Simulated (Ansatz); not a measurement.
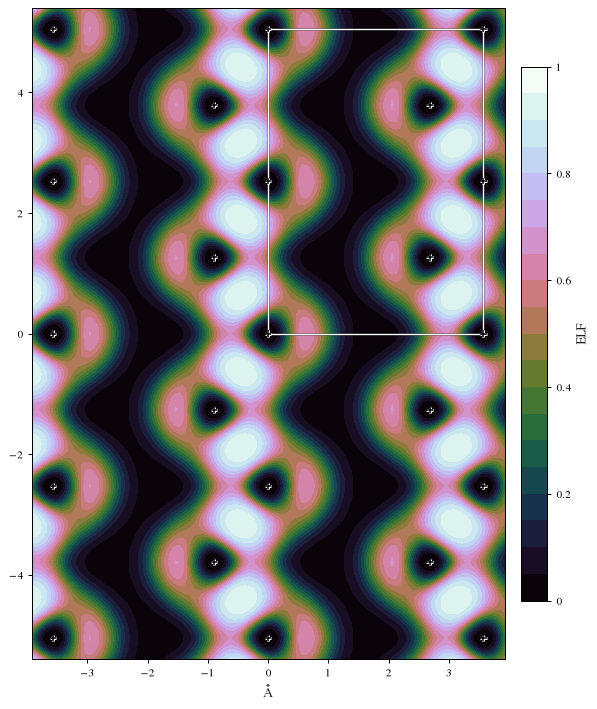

The ELF on a plane through atoms (crosses mark nuclei in the plane).

Method: DFT PBE, scalar-relativistic, plane waves, PAW (Ansatz 0.2.0).

Candidates:
A. NiSb, a = 4.02 Å, b = 4.02 Å, c = 5.21 Å, α = 90.00°, β = 90.00°, γ = 120.00°. Space group P6₃/mmc; changed on purpose from its base cell (volume × 1.03, shape and atoms relaxed); computed pressure about −3 GPa in this cell; computed without spin polarisation.
B. Se, a = 4.53 Å, b = 4.53 Å, c = 5.04 Å, α = 90.00°, β = 90.00°, γ = 120.00°. Space group P3₁21.
C. C, a = 3.57 Å, b = 3.57 Å, c = 3.57 Å, α = 90.00°, β = 90.00°, γ = 90.00°. Space group Fd-3m.

Which candidate gave the map?

Candidate C: C on the (011) plane of the conventional cell, which holds C. C–C (1.55 Å): the ELF peaks at about 0.95 between the atoms (localised, covalent bonding).
